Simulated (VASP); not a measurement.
## GaP: GW quasiparticle gap

Wanted: how far GW moves the Kohn-Sham levels of GaP. The cell is of the zinc-blende type, one of the forms listed for this formula. The start is a cell from a database of measured crystal structures.

Method: PBE; plane waves and PAW (Ga_d_GW, P_GW), in the first sound run; inputs show where later runs differ, in VASP 6.6.1.

### Step 1. The starting structure

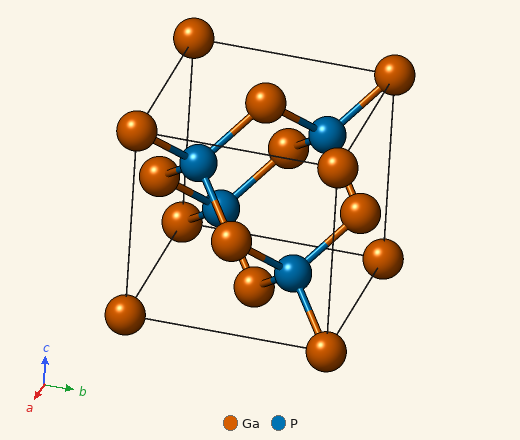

The cell as given, from a free direction (gallium orange, phosphorus blue). This picture shows the conventional cell, with its axes. Bonds to atoms that aren't drawn are left out. Some periodic images of atoms are drawn too.

Structure file:

```xyz
2
Lattice="0.0000 2.7252 2.7252 2.7252 0.0000 2.7252 2.7252 2.7252 0.0000" Properties=species:S:1:pos:R:3 pbc="T T T"
Ga    0.0000    0.0000    0.0000
P     4.0879    4.0879    4.0879
```

### Step 2. Empty bands, functional PBE

ALGO = Exact makes the empty bands from the converged ground state in one step. LOPTICS writes the k-derivatives of the orbitals (WAVEDER), which give the long-wavelength limit of the screening.

INCAR reads:

```
SYSTEM = GaP
PREC = Accurate
ENCUT = 430
ISMEAR = 0
SIGMA = 0.01
LREAL = .FALSE.
GGA = PE
NBANDS = 128
ALGO = Exact
NELM = 1
LWAVE = .TRUE.
LCHARG = .FALSE.
LOPTICS = .TRUE.
NEDOS = 1000
CSHIFT = 0.1
```

POSCAR reads:

```
GaP
1.0
    0.0000000000      2.7252500000      2.7252500000
    2.7252500000      0.0000000000      2.7252500000
    2.7252500000      2.7252500000      0.0000000000
Ga P
1 1
Direct
    0.0000000000      0.0000000000      0.0000000000
    0.7500000000      0.7500000000      0.7500000000
```

KPOINTS reads:

```
Automatic mesh
0
Gamma
6 6 6
0 0 0
```

PAW data sets: Ga_d_GW and P_GW (PBE family, release 64).

Run with:

```bash
$ mpirun -np 8 vasp_std
```

Log:

```text
[banner, memory and clock lines left out]
running    8 mpi-ranks, on    1 nodes
 distrk:  each k-point on    8 cores,    1 groups
 distr:  one band on    1 cores,    8 groups

 POSCAR found type information on POSCAR GaP
 POSCAR found :  2 types and       2 ions
|                                                                             |
|           W    W    AA    RRRRR   N    N  II  N    N   GGGG   !!!           |
|           W    W   A  A   R    R  NN   N  II  NN   N  G    G  !!!           |
|           W    W  A    A  R    R  N N  N  II  N N  N  G       !!!           |
|           W WW W  AAAAAA  RRRRR   N  N N  II  N  N N  G  GGG   !            |
|           WW  WW  A    A  R   R   N   NN  II  N   NN  G    G                |
|           W    W  A    A  R    R  N    N  II  N    N   GGGG   !!!           |
|                                                                             |
|     For optimal performance we recommend to set                             |
|       NCORE = 2 up to number-of-cores-per-socket                            |
|     NCORE specifies how many cores store one orbital (NPAR=cpu/NCORE).      |
|     This setting can greatly improve the performance of VASP for DFT.       |
|     The default, NCORE=1 might be grossly inefficient on modern             |
|     multi-core architectures or massively parallel machines. Do your        |
|     Unfortunately you need to use the default for GW and RPA                |
|     calculations (for HF NCORE is supported but not extensively tested      |
|     yet).                                                                   |
|                                                                             |

 LDA part: xc-table for (Slater+PW92), standard interpolation
 found WAVECAR, reading the header
  number of bands has changed, file:    15 present:   128
  trying to continue reading WAVECAR, but it might fail
 POSCAR, INCAR and KPOINTS ok, starting setup
 FFT: planning ... GRIDC
 FFT: planning ... GRID_SOFT
 FFT: planning ... GRID
 reading WAVECAR
 random initialization beyond band           15
 the WAVECAR file was read successfully
 initial charge from wavefunction
 entering main loop
       N       E                     dE             d eps       ncg     rms          rms(c)
DIA:   1    -0.908161938802E+01   -0.90816E+01    0.00000E+00     0   0.000E+00
   1 F= -.90816194E+01 E0= -.90816194E+01  d E =-.163938E-23
 writing wavefunctions
 optical routines
 imaginary and real dielectric function
 recalculating local potential from charge density
 direction            1
 direction            2
 direction            3
```

Wall time 4.8 s (8 MPI ranks of AMD EPYC 9R45, shared host); peak memory 1.1 GiB; 30 s of CPU time.

Lines that name or quote the potential files are left out of all logs, and their timing lines are given in words.

OUTCAR, selected parts (step 2):

```text
ion  position               nearest neighbor table
   1  0.000  0.000  0.000-   2 2.36   2 2.36   2 2.36   2 2.36
   2  0.750  0.750  0.750-   1 2.36   1 2.36   1 2.36   1 2.36

  LATTYP: Found a face centered cubic cell.
 ALAT       =     5.4505000000

 Subroutine GETGRP returns: Found 24 space group operations
 (whereof 24 operations were pure point group operations)

The static configuration has the point symmetry T_d .

 Found     16 irreducible k-points:

   k-points           NKPTS =     16   k-points in BZ     NKDIM =     16   number of bands    NBANDS=    128

   dimension x,y,z NGX =    28 NGY =   28 NGZ =   28
   dimension x,y,z NGXF=    56 NGYF=   56 NGZF=   56

   ENCUT  =  430.0 eV  31.60 Ry    5.62 a.u.   6.52  6.52  6.52*2*pi/ulx,y,z

   NELECT =      18.0000    total number of electrons

 k-points in reciprocal lattice and weights: Automatic mesh
   0.00000000  0.00000000  0.00000000       0.005
   0.16666667  0.00000000  0.00000000       0.037
   0.33333333  0.00000000  0.00000000       0.037
   0.50000000  0.00000000  0.00000000       0.019
   0.16666667  0.16666667  0.00000000       0.028
   0.33333333  0.16666667  0.00000000       0.111
   0.50000000  0.16666667  0.00000000       0.111
  -0.33333333  0.16666667  0.00000000       0.111
  -0.16666667  0.16666667  0.00000000       0.056
[...]
-0.33333333  0.33333333  0.16666667       0.111
  -0.33333333  0.50000000  0.16666667       0.056

 average (electrostatic) potential at core
       1 -65.6673       2 -74.8219

 E-fermi :   4.4324

 k-point     1 :       0.0000    0.0000    0.0000
  band No.  band energies     occupation
    ...
      5     -10.0904      2.00000
      6      -8.1293      2.00000
      7       4.3650      2.00000
      8       4.3650      2.00000
      9       4.3650      2.00000
     10       6.1861      0.00000
     11       8.2449      0.00000
     12       8.2449      0.00000
     13       8.2449      0.00000
     14      13.1806      0.00000
    ...

 k-point     2 :       0.1667    0.0000    0.0000
  band No.  band energies     occupation
    ...
      5     -10.0901      2.00000
      6      -7.7733      2.00000
      7       1.9759      2.00000
      8       3.9940      2.00000
      9       3.9940      2.00000
     10       6.7746      0.00000
     11       8.7936      0.00000
     12       8.7936      0.00000
     13       9.3895      0.00000
     14      13.2909      0.00000
    ...

 k-point     3 :       0.3333    0.0000    0.0000
  band No.  band energies     occupation
    ...
      5     -10.0867      2.00000
      6      -6.8267      2.00000
      7      -0.8448      2.00000
      8       3.4580      2.00000
      9       3.4580      2.00000
     10       6.2599      0.00000
     11       9.1700      0.00000
     12       9.1700      0.00000
     13      11.9614      0.00000
     14      13.9680      0.00000
    ...

  Total        0.6260965      0.6260965      0.6260965      0.0000000      0.0000000     -0.0000000
  in kB       24.7800883     24.7800883     24.7800883      0.0000000      0.0000000     -0.0000000
  external PRESSURE =      24.7800883 kB  Pullay stress =       0.0000000 kB

  energy-cutoff  :      430.00
  volume of cell :       40.48
      direct lattice vectors                 reciprocal lattice vectors
     0.000000000  2.725250000  2.725250000    -0.183469406  0.183469406  0.183469406
     2.725250000  0.000000000  2.725250000     0.183469406 -0.183469406  0.183469406
     2.725250000  2.725250000  0.000000000     0.183469406  0.183469406 -0.183469406

 POSITION                                       TOTAL-FORCE (eV/Angst)
 -----------------------------------------------------------------------------------
      0.00000      0.00000      0.00000         0.000000      0.000000      0.000000
      4.08788      4.08788      4.08788        -0.000000     -0.000000     -0.000000
 -----------------------------------------------------------------------------------
    total drift:                               -0.000011     -0.000011     -0.000011

  FREE ENERGIE OF THE ION-ELECTRON SYSTEM (eV)
  ---------------------------------------------------
  free  energy   TOTEN  =        -9.0816193880 eV

  energy  without entropy=       -9.0816193880  energy(sigma->0) =       -9.08161939

 plasma frequency squared (from intraband transitions) (eV^2)
  --------------------------------------------------------------------------------------
       0.000       0.000      -0.000
       0.000       0.000      -0.000
      -0.000      -0.000       0.000

[... 3 further parts left out ...]
```

WAVECAR now holds 128 bands for 18 electrons. Its independent-particle dielectric tensor has xx, yy, zz = 13.4, 13.4, 13.4 on this mesh, which isn't tested for convergence in mesh or bands and lacks local fields.

### Step 3. G0W0, functional PBE, start PBE

This step: G0W0 on PBE; plane waves and PAW (Ga_d_GW, P_GW) (VASP 6.6.1).

G0W0 keeps orbitals and screening fixed and shifts each of the lowest NBANDSGW levels once.

INCAR reads:

```
SYSTEM = GaP
PREC = Accurate
ENCUT = 430
ISMEAR = 0
SIGMA = 0.01
LREAL = .FALSE.
GGA = PE
NBANDS = 128
ALGO = EVGW0
NELMGW = 1
ENCUTGW = 120
NOMEGA = 64
PRECFOCK = Fast
NBANDSGW = 24
LWAVE = .FALSE.
LCHARG = .FALSE.
```

POSCAR is that of step 2.

KPOINTS is that of step 2.

Run with:

```bash
$ mpirun -np 8 vasp_std
```

Log:

```text
[banner, memory and clock lines left out]
running    8 mpi-ranks, on    1 nodes
 distrk:  each k-point on    8 cores,    1 groups
 distr:  one band on    1 cores,    8 groups

 POSCAR found type information on POSCAR GaP
 POSCAR found :  2 types and       2 ions
 [... a notice as in an earlier step ...]

|                                                                             |
|           W    W    AA    RRRRR   N    N  II  N    N   GGGG   !!!           |
|           W    W   A  A   R    R  NN   N  II  NN   N  G    G  !!!           |
|           W    W  A    A  R    R  N N  N  II  N N  N  G       !!!           |
|           W WW W  AAAAAA  RRRRR   N  N N  II  N  N N  G  GGG   !            |
|           WW  WW  A    A  R   R   N   NN  II  N   NN  G    G                |
|           W    W  A    A  R    R  N    N  II  N    N   GGGG   !!!           |
|                                                                             |
|     The default for ENCUTGWSOFT is different in this version of VASP.       |
|     please manually set ENCUTGWSOFT =120 in the INCAR file.                 |
|                                                                             |

 LDA part: xc-table for (Slater+PW92), standard interpolation
 found WAVECAR, reading the header
 POSCAR, INCAR and KPOINTS ok, starting setup
 FFT: planning ... GRIDC
 FFT: planning ... GRID_SOFT
 FFT: planning ... GRID
 reading WAVECAR
 the WAVECAR file was read successfully
 initial charge from wavefunction
 available memory per node:     33.42 GB, setting MAXMEM to     34221

 The Fermi energy was updated, please check that it is located mid-gap
 values below the HOMO (VB) or above the LUMO (CB) will cause erroneous energies
 E-fermi :   5.1885

 calculate exact exchange contribution
 the WAVEDER file was read successfully
energies w=
    0.000    0.000    0.428    0.000    0.856    0.000    1.281    0.000
    1.704    0.000    2.123    0.000    2.538    0.000    2.948    0.000
    3.353    0.000    3.752    0.000    4.146    0.000    4.534    0.000
    4.918    0.000    5.296    0.000    5.669    0.000    6.038    0.000
    6.403    0.000    6.764    0.000    7.123    0.000    7.480    0.000
    7.836    0.000    8.191    0.000    8.547    0.000    8.903    0.000
    9.261    0.000    9.622    0.000    9.987    0.000   10.357    0.000
   10.733    0.000   11.116    0.000   11.508    0.000   11.910    0.000
   12.323    0.000   12.750    0.000   13.192    0.000   13.652    0.000
   14.131    0.000   14.634    0.000   15.162    0.000   15.720    0.000
   16.313    0.000   16.944    0.000   17.620    0.000   18.347    0.000
   19.134    0.000   19.991    0.000   20.929    0.000   21.963    0.000
   23.110    0.000   24.394    0.000   25.842    0.000   27.490    0.000
   29.386    0.000   31.591    0.000   34.192    0.000   37.306    0.000
   41.102    0.000   45.832    0.000   51.884    0.000   59.896    0.000
   70.989    0.000   87.337    0.000  113.775    0.000  163.680    0.000
 responsefunction array rank=     136
 LDA part: xc-table for (Slater+PW92), standard interpolation

 min. memory requirement per mpi rank    218.5 MB, per node   1748.1 MB

 allocating   8 responsefunctions rank=   136
 shmem allocating  64 responsefunctions rank=   136
 response function shared by NCSHMEM nodes    1
 Doing            8  frequencies on each core in blocks of           64
NQ=   1    0.0000    0.0000    0.0000,
|.........|.........|.........|.........|.........|.........|.........|.........
 performed        560000 updates of chi_q(r,r)
 total number of BLAS operations         57.30 Gflops
NQ=   2    0.1667    0.0000    0.0000,
|.........|.........|.........|.........|.........|.........|.........|.........
 performed       1538000 updates of chi_q(r,r)
 total number of BLAS operations        173.85 Gflops
NQ=   3    0.3333    0.0000    0.0000,
|.........|.........|.........|.........|.........|.........|.........|.........
 performed       2516000 updates of chi_q(r,r)
 total number of BLAS operations        281.04 Gflops
NQ=   4    0.5000    0.0000    0.0000,
|.........|.........|.........|.........|.........|.........|.........|.........
 performed       3347000 updates of chi_q(r,r)
 total number of BLAS operations        376.80 Gflops
NQ=   5    0.1667    0.1667    0.0000,
|.........|.........|.........|.........|.........|.........|.........|.........
 performed       4325000 updates of chi_q(r,r)
 total number of BLAS operations        499.15 Gflops
NQ=   6    0.3333    0.1667    0.0000,
|.........|.........|.........|.........|.........|.........|.........|.........
 performed       5832000 updates of chi_q(r,r)
 total number of BLAS operations        690.57 Gflops
NQ=   7    0.5000    0.1667    0.0000,
|.........|.........|.........|.........|.........|.........|.........|.........
 performed       7339000 updates of chi_q(r,r)
 total number of BLAS operations        872.98 Gflops
NQ=   8   -0.3333    0.1667    0.0000,
|.........|.........|.........|.........|.........|.........|.........|.........
 performed       8846000 updates of chi_q(r,r)
 total number of BLAS operations       1049.51 Gflops
NQ=   9   -0.1667    0.1667    0.0000,
|.........|.........|.........|.........|.........|.........|.........|.........
 performed      10156000 updates of chi_q(r,r)
 total number of BLAS operations       1218.61 Gflops
NQ=  10    0.3333    0.3333    0.0000,
|.........|.........|.........|.........|.........|.........|.........|.........
 performed      11134000 updates of chi_q(r,r)
 total number of BLAS operations       1348.92 Gflops
NQ=  11    0.5000    0.3333    0.0000,
|.........|.........|.........|.........|.........|.........|.........|.........
 performed      12641000 updates of chi_q(r,r)
 total number of BLAS operations       1522.54 Gflops
NQ=  12   -0.3333    0.3333    0.0000,
|.........|.........|.........|.........|.........|.........|.........|.........
 performed      13951000 updates of chi_q(r,r)
 total number of BLAS operations       1678.59 Gflops
NQ=  13    0.5000    0.5000    0.0000,
|.........|.........|.........|.........|.........|.........|.........|.........
 performed      14696000 updates of chi_q(r,r)
 total number of BLAS operations       1758.82 Gflops
NQ=  14    0.5000    0.3333    0.1667,
|.........|.........|.........|.........|.........|.........|.........|.........
 performed      16387000 updates of chi_q(r,r)
 total number of BLAS operations       1960.23 Gflops
NQ=  15   -0.3333    0.3333    0.1667,
|.........|.........|.........|.........|.........|.........|.........|.........
 performed      17980000 updates of chi_q(r,r)
 total number of BLAS operations       2137.69 Gflops
NQ=  16   -0.3333    0.5000    0.1667,
|.........|.........|.........|.........|.........|.........|.........|.........
 performed      19296000 updates of chi_q(r,r)
 total number of BLAS operations       2269.82 Gflops
 resolving degeneracies of screened two electron integrals

 calculate QP shifts <psi_nk| G(iteration)W_0 |psi_nk>: iteration 1
 entering main loop
```

Run time: 1.8 min. Hardware: 8 MPI ranks; peak memory 2.1 GiB.

OUTCAR, selected parts (step 3):

```text
The static configuration has the point symmetry T_d .

 Found     16 irreducible k-points:

   k-points           NKPTS =     16   k-points in BZ     NKDIM =    216   number of bands    NBANDS=    128

   NELECT =      18.0000    total number of electrons

 E-fermi :   5.1885

 QP shifts <psi_nk| G(iteration)W_0 |psi_nk>: iteration 1
 for sc-GW calculations column KS-energies equals QP-energies in previous step
 and V_xc(KS)=  KS-energies - (<T + V_ion + V_H > + <T+V_H+V_ion>^1  + <V_x>^1)
 k-point   1 :       0.0000    0.0000    0.0000
  band No.  KS-energies  QP-energies   sigma(KS)   V_xc(KS)     V^pw_x(r,r')   Z            occupation Imag(sigma)
    ...
      6      -8.1293      -8.5529     -12.0323     -11.3657     -18.6847       0.6355       2.0000       0.9638
      7       4.3650       3.8491     -13.2859     -12.6105     -14.3547       0.7639       2.0000       0.0335
      8       4.3650       3.8491     -13.2859     -12.6105     -14.3547       0.7639       2.0000       0.0335
      9       4.3650       3.8491     -13.2859     -12.6105     -14.3547       0.7639       2.0000       0.0335
     10       6.1861       6.5828     -11.1136     -11.6286      -7.1651       0.7702       0.0000      -0.0472
     11       8.2449       8.4708     -10.1948     -10.4894      -5.9230       0.7668       0.0000      -0.0618
     12       8.2449       8.4708     -10.1948     -10.4894      -5.9230       0.7668       0.0000      -0.0618
     13       8.2449       8.4708     -10.1948     -10.4894      -5.9230       0.7668       0.0000      -0.0618
    ...

 k-point   2 :       0.1667    0.0000    0.0000
  band No.  KS-energies  QP-energies   sigma(KS)   V_xc(KS)     V^pw_x(r,r')   Z            occupation Imag(sigma)
    ...
      6      -7.7733      -8.2266     -12.2599     -11.5539     -18.8044       0.6422       2.0000       0.9326
      7       1.9759       1.4480     -12.6146     -11.9046     -14.3439       0.7436       2.0000       0.0537
      8       3.9940       3.4624     -13.0691     -12.3719     -14.2198       0.7625       2.0000       0.0351
      9       3.9940       3.4624     -13.0691     -12.3719     -14.2198       0.7625       2.0000       0.0351
     10       6.7746       7.1005     -10.7112     -11.1354      -6.7128       0.7684       0.0000      -0.0513
     11       8.7936       9.0322     -10.3563     -10.6697      -5.9183       0.7614       0.0000      -0.0695
     12       8.7936       9.0322     -10.3563     -10.6697      -5.9183       0.7614       0.0000      -0.0695
     13       9.3895       9.6142     -10.7106     -11.0088      -6.1464       0.7534       0.0000      -0.0784
    ...

 k-point   3 :       0.3333    0.0000    0.0000
  band No.  KS-energies  QP-energies   sigma(KS)   V_xc(KS)     V^pw_x(r,r')   Z            occupation Imag(sigma)
    ...
      6      -6.8267      -7.3279     -12.7371     -11.9842     -18.9774       0.6656       2.0000       0.8396
      7      -0.8448      -1.4139     -12.0840     -11.2800     -15.1885       0.7077       2.0000       0.1618
      8       3.4580       2.8967     -12.8849     -12.1442     -14.2290       0.7578       2.0000       0.0386
      9       3.4580       2.8967     -12.8849     -12.1442     -14.2290       0.7578       2.0000       0.0386
     10       6.2599       6.5407     -10.4938     -10.8563      -6.6479       0.7747       0.0000      -0.0492
     11       9.1700       9.3872     -10.1491     -10.4352      -5.5964       0.7593       0.0000      -0.0765
     12       9.1700       9.3872     -10.1491     -10.4352      -5.5964       0.7593       0.0000      -0.0765
     13      11.9614      12.0960     -10.2365     -10.4200      -4.7456       0.7334       0.0000      -0.1887
    ...

[... 7 parts as in an earlier step ...]

[... 5 further parts left out ...]
```

This step gave:

```
quasiparticle gap on the mesh                 : 2.129 eV
smallest direct quasiparticle gap on the mesh : 2.734 eV
gap of the starting orbitals on the mesh      : 1.647 eV
```

GW takes the gap from 1.647 to 2.129 eV. Spin-orbit coupling is left out. The value holds for 128 bands, ENCUTGW = 120 eV and this mesh, and isn't shown to be converged in them.

(Continued in part 2 of 5.)

[Lines on the potential files, build, host, timing and source positions are cut from VASP's logs without a mark.]

[Logs are printed without paths, hosts, clocks, repeated set-up lines and the standing remarks that a program may print on its own settings, such as how far it seeks lower states.]

[Hosts, paths, dates, database ids (printed as entryN), source tags and the programs' standing remarks are cut or masked in the printed files.]

[Pressures printed for these runs are not shown converged in the cutoff: they can be off by several GPa and have the wrong sign.]
